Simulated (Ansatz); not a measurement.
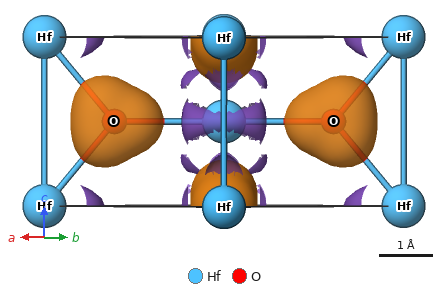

Figure. HfO2. Bonding charge density, ρ(crystal) − Σ ρ(neutral atoms): orange surfaces at +0.1 and purple ones at −0.1 e/Å³, in the conventional cell seen at an oblique angle (the regions close to the nuclei are left out). Cores are masked to 1.0 Å (Hf) and 0.6 Å (O).

Space group P4_2/mnm; the calculation finds a residual pressure of about 9 GPa at this fixed cell. This isn't the usual form at ambient conditions. The cell comes from a database of computed structures, not from a measurement.

Method: Ansatz 0.2.0, DFT PBE, scalar-relativistic, plane waves, PAW.

In a PAW calculation such maps are meaningful between the atoms, not at the nuclei.

### Where does charge go when the atoms form this crystal?

Hf–O (2.08 Å): Δρ is +0.05 e/Å³ at the midpoint (close to a masked core, so read it with care).
- Hf–Hf (3.21 Å): Δρ is −0.02 e/Å³ at the midpoint.
- Over the whole cell, outside the masked cores, the largest gain lies at the edge of the masked core of O, and the largest loss lies at the edge of the masked core of Hf.
- The rearranged charge, half the integral of |Δρ|, is about 0.34 e an atom.
- Bader charges: Hf +2.66 and O −1.33 e.

### Metal or insulator at this level?

It is gapped, with a Kohn–Sham gap of 4.0 eV on the k-point mesh.
